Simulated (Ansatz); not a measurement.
# Al32N31 (cell charge +1, with a compensating background) (cell with a defect): what the fields show

Al32N31 (cell charge +1, with a compensating background) (cell with a defect), 63 atoms, a = 9.68 Å, b = 9.68 Å, c = 9.68 Å, α = 99.44°, β = 111.90°, γ = 117.58°.

Level of theory: DFT PBE, scalar-relativistic, plane waves, PAW (Ansatz).

The density is the valence pseudo-density of a PAW calculation; it isn't the true density close to the nuclei.

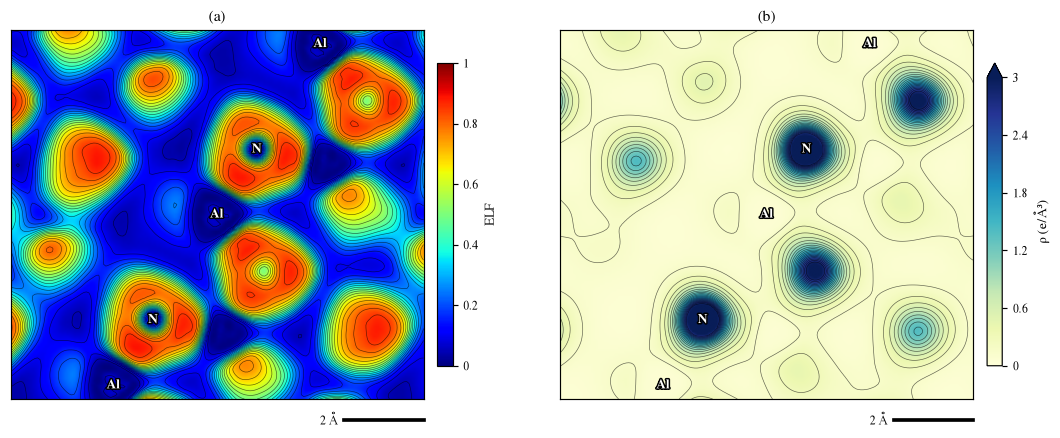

Figure 1. (a) electron localisation function; (b) valence pseudo-density on the (001) plane of the calculation cell.

> What do the fields say about this system?

The section cuts through Al and N sites. Atoms just off the plane (Al, 0.3 Å away and N, 0.3 Å away) can leave unmarked features too. Al–N (1.91 Å): ρ is about 0.65 e/Å³ halfway; the ELF peaks at about 0.90 between the atoms: a shared but strongly polarised pair. Between the atoms the lowest density in this plane is 0.05 e/Å³. The ELF also peaks beside Al, away from the bonds: lone-pair regions.

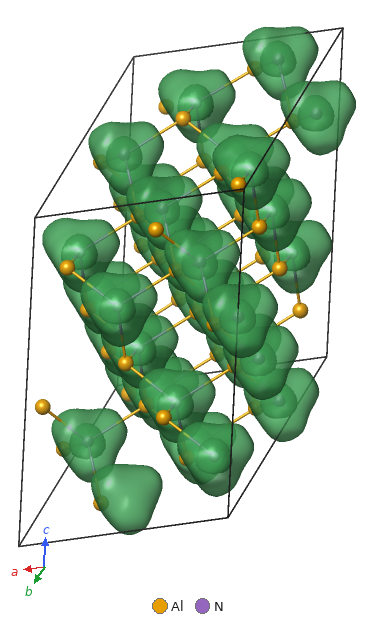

Figure 2. Isosurface of the ELF at 0.75 (green), seen at an oblique angle. Core shells and regions of very low density are left out. Sticks mark near contacts.

> Describe the localisation domains.

The ELF exceeds this value in 31 regions on N in which the atom's valence shell and bonds are merged and one pocket between the atoms, centred on no nucleus (multi-centre or interstitial), counted in one cell of 63 atoms. Regions shared between cells count once. Along the contacts the grid gives the following. Al–N (1.87 Å): the ELF peaks at about 0.90 in the valence shell of N, 0.7 Å from its nucleus, and is about 0.85 at the midpoint.

> Metal or insulator at this level of theory?

It is gapped, with a Kohn–Sham gap of 3.5 eV on the k-point mesh (the band edges may lie off the mesh, which would make the gap smaller).
